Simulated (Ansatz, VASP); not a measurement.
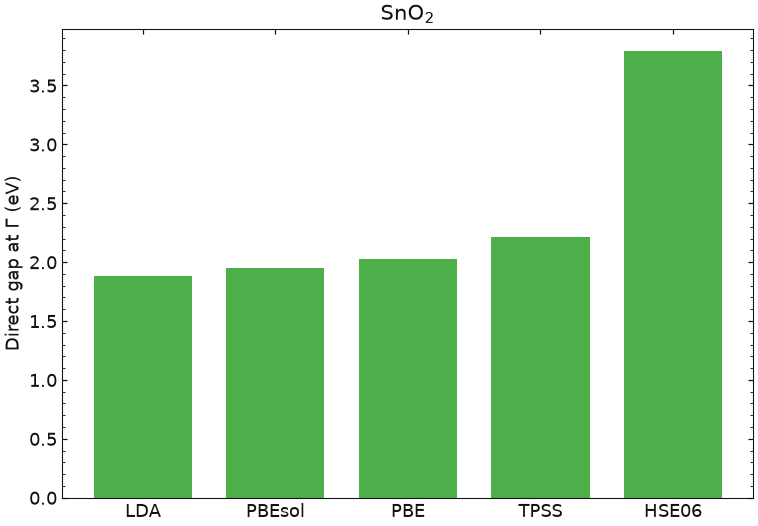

Direct gap at Γ, by several methods on one cell of SnO₂, space group I4_1/amd (No. 141), 6 atoms in the primitive cell; a = 4.000 Å, c = 10.247 Å (tetragonal axes). All runs are without spin-orbit coupling and carry no moments. The cell is at 6 GPa in PBE. The smallest gap is indirect or lies off these points.

How do the methods rank at Γ?

Answer. From low to high: LDA 1.88, PBEsol 1.95, PBE 2.03, TPSS 2.21, HSE06 3.79 eV.

| method | program | Γ (eV) |
| --- | --- | --- |
| LDA | Ansatz | 1.88 |
| PBEsol | Ansatz | 1.95 |
| PBE | Ansatz | 2.03 |
| TPSS | VASP | 2.21 |
| HSE06 | Ansatz | 3.79 |

Settings. LDA: Ansatz PAW, 9×9×9 k mesh, 420 eV cutoff, Fermi-Dirac smearing of 0.05 eV (Ansatz 0.2.0). PBEsol: Ansatz PAW, 9×9×9 k mesh, 420 eV cutoff, Fermi-Dirac smearing of 0.05 eV (Ansatz 0.2.0). PBE: Ansatz PAW, 9×9×9 k mesh, 420 eV cutoff, Fermi-Dirac smearing of 0.05 eV (Ansatz 0.2.0). TPSS: VASP PAW PBE potentials, release 64 (Sn_d, O), 9×9×9 k mesh, 520 eV cutoff, Fermi-Dirac smearing of 0.05 eV (VASP). HSE06: Ansatz PAW, 6×6×6 k mesh, 420 eV cutoff, Fermi-Dirac smearing of 0.05 eV (Ansatz 0.2.0).

These are five of the 7 methods that were run on this cell. The runs come from different programs and meshes, which adds differences of its own. The usual form of SnO2 is rutile. LDA, PBEsol, TPSS and HSE06: the PAW data sets were made with another functional. LDA, GGA and most meta-GGA functionals understate gaps. Over all k points computed the smallest gap is 1.49 eV in LDA, 1.56 eV in PBEsol, 1.65 eV in PBE, 1.82 eV in TPSS and 3.34 eV in HSE06, from the valence top at a point off the named ones to the conduction bottom at Γ.
